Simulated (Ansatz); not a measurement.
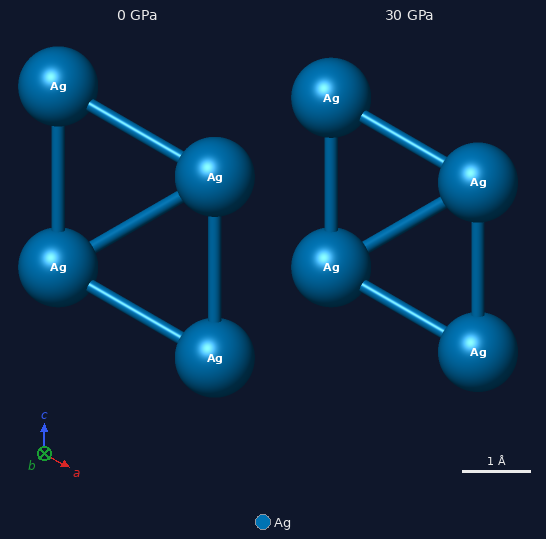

A crystal of Ag (set up in Im-3m), relaxed (cell and atoms) at several target pressures. The picture shows the first and the last member. The picture is a ball-and-stick view of the cell of the calculation, seen along the b axis.

Computed with Ansatz 0.2.0: PBE, Ansatz PAW. Settings: plane-wave cutoff 420 eV; k-point mesh 11 × 11 × 11; occupations fermi-dirac; smearing width 0.05 eV; no spin polarisation; cell and atoms relaxed; force threshold 0.01 eV/Å.

```json
{"pressure (GPa)": "0", "volume (Å³/atom)": "17.988", "a (Å)": "2.859"}
{"pressure (GPa)": "2", "volume (Å³/atom)": "17.612", "a (Å)": "2.839"}
{"pressure (GPa)": "5", "volume (Å³/atom)": "17.134", "a (Å)": "2.813"}
{"pressure (GPa)": "10", "volume (Å³/atom)": "16.486", "a (Å)": "2.777"}
{"pressure (GPa)": "20", "volume (Å³/atom)": "?", "a (Å)": "?"}
{"pressure (GPa)": "30", "volume (Å³/atom)": "14.813", "a (Å)": "2.680"}
```

Question: One row is withheld. What does the calculation give there?

Answer: Murnaghan's form V = V₀(1 + B′P/B₀)^(−1/B′), with V₀ = 17.988 Å³ from the row at zero pressure, fits the other rows with B₀ = 91.0 GPa and B′ = 5.05 (largest miss 0.005 Å³). At 20 GPa it gives 17.988 × (1 + 5.05 × 20/91.0)^(−1/5.05) = 15.516 Å³ per atom. The calculation gives 15.521 Å³/atom (a = 2.722 Å). The estimate is 0.005 Å³/atom too low. From the first member to the last: Ag–Ag 2.859 → 2.680 Å.

The whole series:

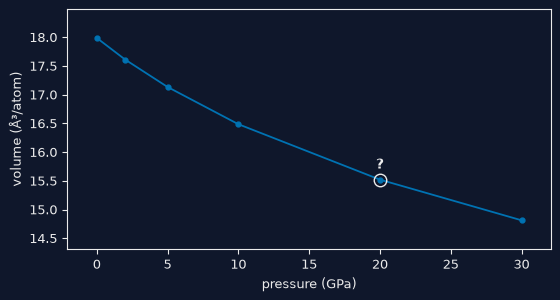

Each member starts from this one structure; whether another phase lies lower wasn't checked.
